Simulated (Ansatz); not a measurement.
# Si2Mo5: what the fields show

```
Si Mo
1.0
     4.99694    0.00000    0.00000
     0.00000    8.40434    0.00000
     0.00000    0.00000    4.95675
Si Mo
4 10
Direct
  0.25000 0.25000 0.00000
  0.75000 0.75000 0.00000
  0.25000 0.75000 0.00000
  0.75000 0.25000 0.00000
  0.00000 0.00000 0.74325
  0.50000 0.50000 0.74325
  0.00000 0.00000 0.25675
  0.50000 0.50000 0.25675
  0.00000 0.50000 0.00000
  0.50000 0.00000 0.00000
  0.00000 0.67178 0.50000
  0.50000 0.17178 0.50000
  0.00000 0.32822 0.50000
  0.50000 0.82822 0.50000
```

Space group Cmmm; a generated structure, not necessarily the stable one; computed without spin polarisation.

Level of theory: DFT PBE, scalar-relativistic, plane waves, PAW in Ansatz 0.2.0.

In a PAW calculation such maps are meaningful between the atoms, not at the nuclei.

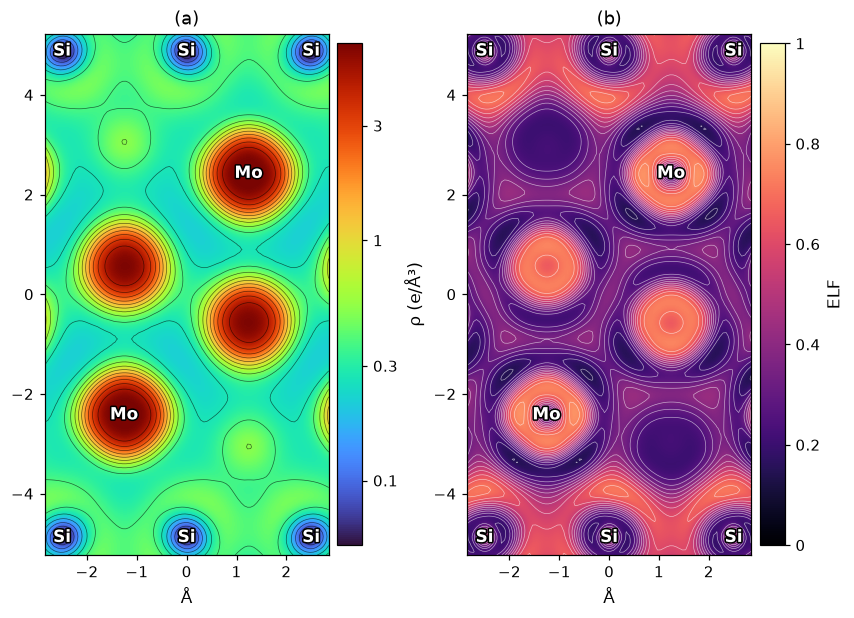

Figure 1. (a) valence electron density; (b) electron localisation function on the (011) plane of the conventional cell.

What does the map show?

Answer. The section cuts through Si and Mo sites.
Atoms just off the plane (Mo, 0.3 Å away) can leave unmarked features too.
Si–Si (2.50 Å): the density is about 0.38 e/Å³ at the midpoint; the ELF peaks at about 0.65 between the atoms.
Si–Mo (2.76 Å): ρ is about 0.31 e/Å³ halfway; the ELF peaks at about 0.65 in the valence shell of Si, 0.9 Å from its nucleus, and is about 0.30 at the midpoint.
Between the atoms the lowest density in this plane is 0.22 e/Å³.
The features right at Mo lie inside the PAW spheres, where the map follows smoothed inner orbitals and isn't to be read closely.

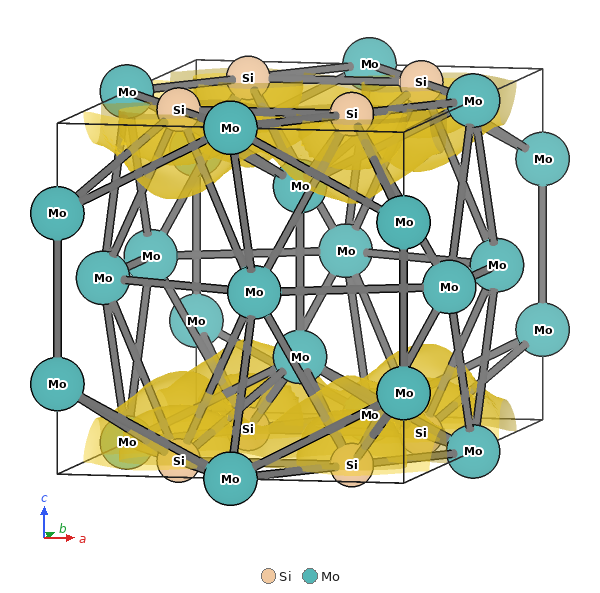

Figure 2. Isosurface of the ELF at 0.55 (yellow), seen slightly off an axis. Only the valence region is drawn (cores and ρ < 0.01 e/Å³ removed). Sticks mark near contacts.

What do the ELF domains correspond to?

Answer. The surface consists of channels that run through the cell in one direction, counted in one cell of 14 atoms. Any copies at cell faces, edges or corners count once. Along the contacts the grid gives the following. Mo–Mo (2.41 Å): the ELF is about 0.35 at the midpoint. Si–Mo (2.44 Å): the ELF peaks at about 0.70 in the valence shell of Si, 0.9 Å from its nucleus, and is about 0.35 at the midpoint.

Does the calculation give a band gap?

Answer. It is metallic or semimetallic at this level of theory: no gap opens.

How much charge does the calculation move between the atoms?

Answer. Electrons move from Mo towards Si. Bader charges: Si −0.38 and Mo −0.13 to +0.22 e.
